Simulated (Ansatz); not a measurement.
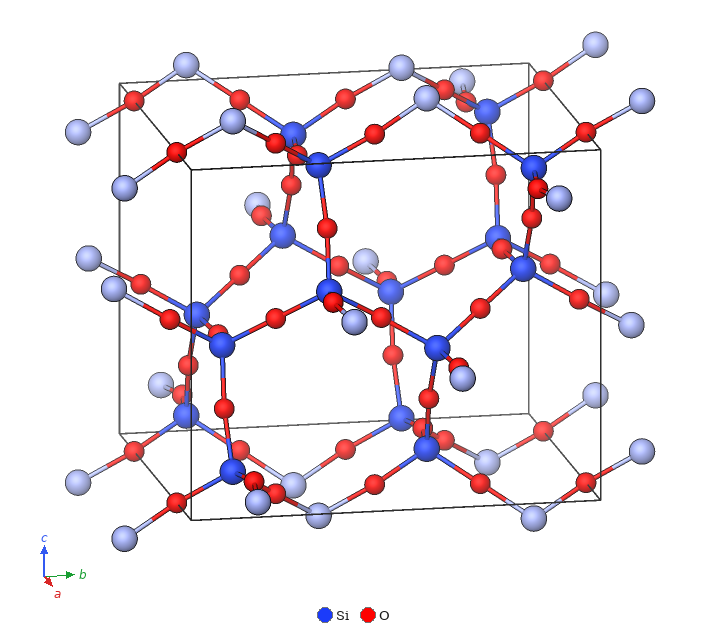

A ball-and-stick rendering, viewed slightly off an axis. The box is the conventional unit cell; atoms on or close to its faces, edges and corners are drawn wherever they repeat. The first bonded neighbours in the surrounding cells are also shown, in fainter colours.

What structure is drawn here?

- The formula is SiO$_{2}$.
- The space group is Cmce (No. 64); the lattice is base-centred orthorhombic.
- Cell content: 16 Si, 32 O, that is 16 formula units.
- Each Si atom is coordinated by four O in a tetrahedral arrangement. Around each O lie two Si.
- The bonds build a three-dimensional framework.

The model was built from a structure listed in the Materials Project. It was relaxed at fixed volume with Ansatz 0.2.0, DFT r2SCAN, scalar-relativistic, plane waves, PAW.

At this level of theory the run's own cell isn't at rest (stretched, at -10 GPa), so its distances can differ from those at equilibrium, the more so the softer the solid.
